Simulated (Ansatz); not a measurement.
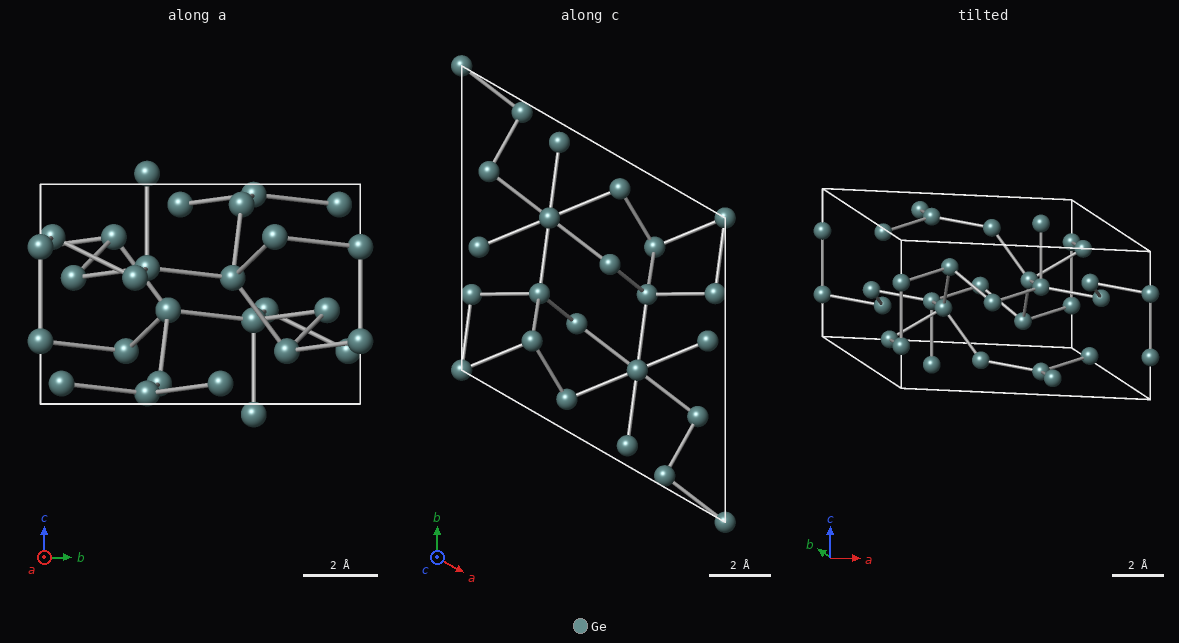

The figure gives a ball-and-stick picture of the atoms, viewed along the a axis, along the c axis and slightly off an axis. The frame is the conventional unit cell; atoms at its boundary are shown with their periodic copies. Cell: a = 10.025 Å, b = 10.025 Å, c = 5.966 Å, α = 90.00°, β = 90.00°, γ = 120.00°.

Summary of the structure:

The element is germanium. The structure has R-3 (No. 148) symmetry and a rhombohedral (trigonal R) lattice. The cell holds 24 atoms. The Ge atoms are each bonded to four Ge at about 2.5 to 2.6 Å. The bonds build a three-dimensional framework.

It goes back to a structure listed in the Materials Project. Earlier steps of the study, as a rule a relaxation of our own, may have changed the cell and positions, so they can lie some per cent off the listed ones. It went into a calculation with Ansatz.
